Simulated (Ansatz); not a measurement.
System: K, space group Fm-3m (No. 225).

The given structure:
```yaml
crystal:
  lattice:
    - [0.00000, 3.39187, 3.39187]
    - [3.39187, 0.00000, 3.39187]
    - [3.39187, 3.39187, 0.00000]
  atoms:
    - { symbol: K, position: [0.00000, 0.00000, 0.00000] }
```

Method: homogeneous strain of a crystal along one Voigt pattern with engineering shear, fractional coordinates fixed, by plane-wave density functional theory with PAW datasets, free energies less that of the undisturbed cell, pressure positive in compression; scalar-relativistic (Ansatz 0.2.0). Level: PBE with D3(BJ), no spin polarisation.

```json
{"setting": "wave cutoff", "value": "420 eV"}
{"setting": "k mesh", "value": "12×12×12"}
{"setting": "occupations", "value": "Gaussian"}
{"setting": "smearing width", "value": "0.15 eV"}
{"setting": "k shift", "value": "(0, 0, 0) (mesh steps)"}
{"setting": "start", "value": "as given"}
{"setting": "strain pattern", "value": "(0, 1, 0, 0, 0, 0) (xx yy zz yz xz xy with engineering shear)"}
```

What does the calculation give for the energy change, tensile stress summed over the strain pattern and pressure against strain? The strain takes the values −0.040, −0.030, −0.020, −0.010, 0.000, 0.010, 0.020, 0.030, 0.035, 0.040.

The energy falls towards negative values, so the start isn't a stationary minimum along this path. The energy change rises from −6.56 meV/atom at strain −0.040 to 8.97 meV/atom at 0.040. The tensile stress summed over the strain pattern rises from 0.272 GPa at strain −0.040 to 0.519 GPa at 0.040. The pressure falls from −0.287 GPa at strain −0.040 to −0.492 GPa at 0.040.

| strain | energy change (meV/atom) | tensile stress summed over the strain pattern (GPa) | pressure (GPa) |
| --- | --- | --- | --- |
| −0.040 | −6.56 | 0.272 | −0.287 |
| −0.030 | −5.16 | 0.305 | −0.318 |
| −0.020 | −3.59 | 0.337 | −0.346 |
| −0.010 | −1.87 | 0.369 | −0.374 |
| 0.000 | 0.00 | 0.400 | −0.400 |
| 0.010 | 2.02 | 0.430 | −0.425 |
| 0.020 | 4.19 | 0.461 | −0.448 |
| 0.030 | 6.51 | 0.490 | −0.470 |
| 0.035 | 7.72 | 0.505 | −0.481 |
| 0.040 | 8.97 | 0.519 | −0.492 |

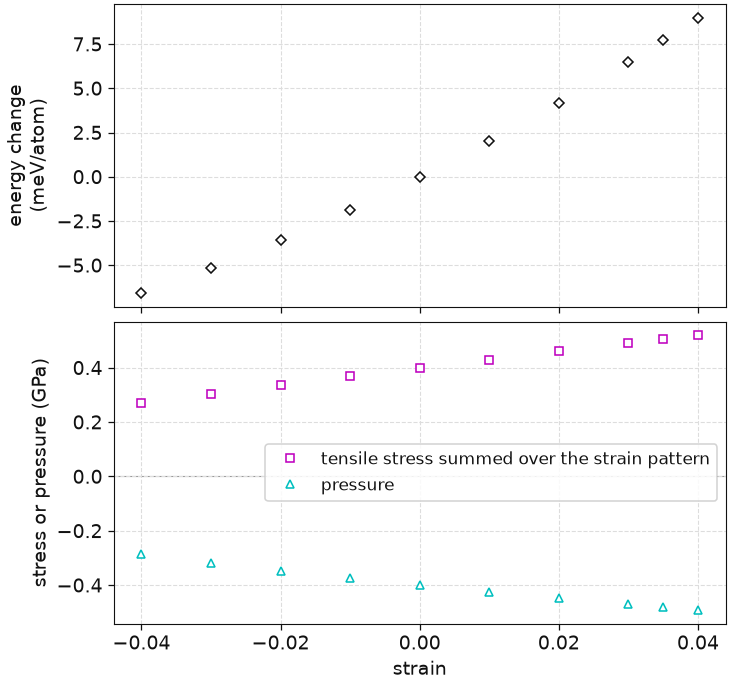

Caveats: reference crystal is not relaxed.
